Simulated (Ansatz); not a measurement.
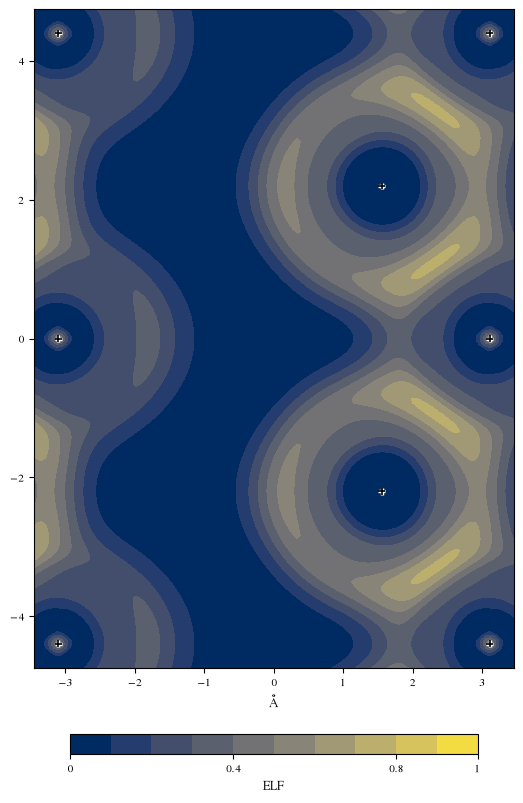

The electron localisation function on a plane through atoms (crosses mark nuclei in the plane).

The calculation used DFT PBE, scalar-relativistic, plane waves, PAW (Ansatz 0.2.0).

Candidates:
A. Bi2Te3, a = 4.45 Å, b = 4.45 Å, c = 32.17 Å, α = 90.00°, β = 90.00°, γ = 120.00°. Space group R-3m.
B. Si2W, a = 3.23 Å, b = 3.23 Å, c = 7.87 Å, α = 90.00°, β = 90.00°, γ = 90.00°. Space group I4/mmm.
C. GaSb, a = 6.21 Å, b = 6.21 Å, c = 6.21 Å, α = 90.00°, β = 90.00°, γ = 90.00°. Space group F-43m.

**Which system is this?**

Candidate C: GaSb on the (101) plane of the conventional cell, which holds Ga and Sb. Ga–Sb (2.69 Å): the ELF peaks at about 0.70 between the atoms.
